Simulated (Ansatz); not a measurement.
```
Rb Br
1.0
     6.85400    0.00000    0.00000
     0.00000    6.85400    0.00000
     0.00000    0.00000    6.85400
Rb Br
4 4
Cartesian
  0.0000 0.0000 0.0000
  3.4270 3.4270 0.0000
  3.4270 0.0000 3.4270
  0.0000 3.4270 3.4270
  3.4270 0.0000 0.0000
  0.0000 3.4270 0.0000
  0.0000 0.0000 3.4270
  3.4270 3.4270 3.4270
```

Space group Fm-3m.

Computed with DFT LDA, scalar-relativistic, plane waves, PAW (Ansatz 0.2.0).

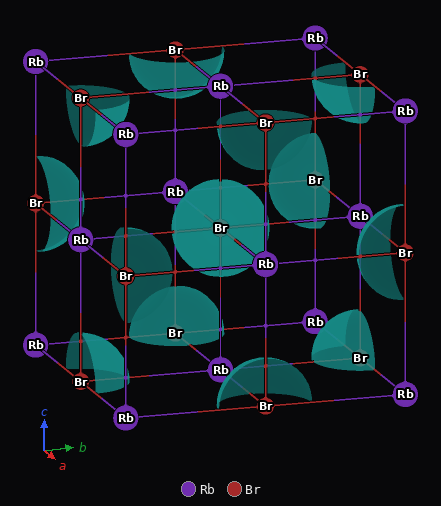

RbBr. Where the hole sits when 0.1 electron is taken from the 2-atom cell of the calculation (uniform compensating background, atoms fixed); the change of density for each carrier, counted positive where the carrier is: teal surfaces at +0.04, none at −0.04 1/Å³, in the conventional cell seen slightly off an axis (the regions close to the nuclei are left out). Cores are masked to 1.0 Å (Rb) and 0.8 Å (Br).

In a PAW calculation such maps are meaningful between the atoms, not at the nuclei.

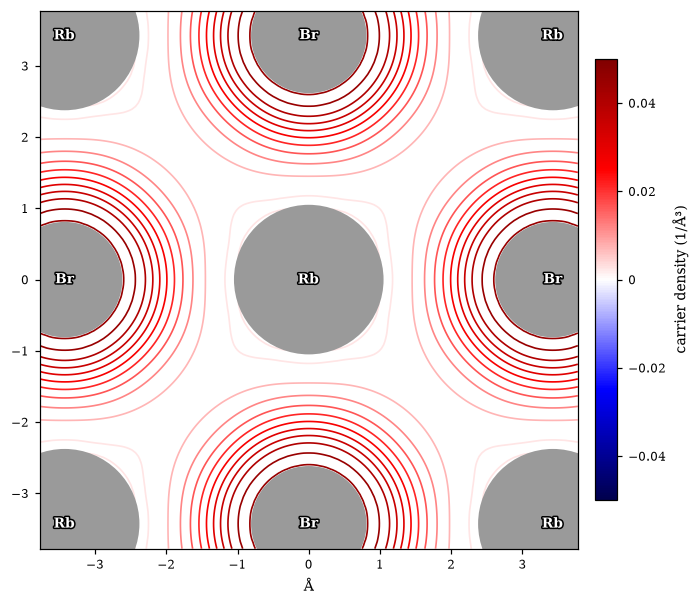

The same field as a map on the (100) plane of the conventional cell, with grey discs over the atomic cores.

### On which atoms does the carrier sit?

Summed over atomic cells sized by the Bader volumes, the hole divides as Br about 85 % and Rb about 15 %; the most favoured element is Br, which fills 60 % of the volume.
- Over the whole cell, outside the cores, it is densest 0.9 Å from a bromine nucleus.
- The counter-flow of charge adds up to under 0.1 e for each carrier.
- These are shares of the net change, screening included; the states that take the carrier can be more concentrated.

Run times: 12 s (hole) and 12 s (base cell), on 1 thread of Arm Neoverse V1, with other jobs on the host.
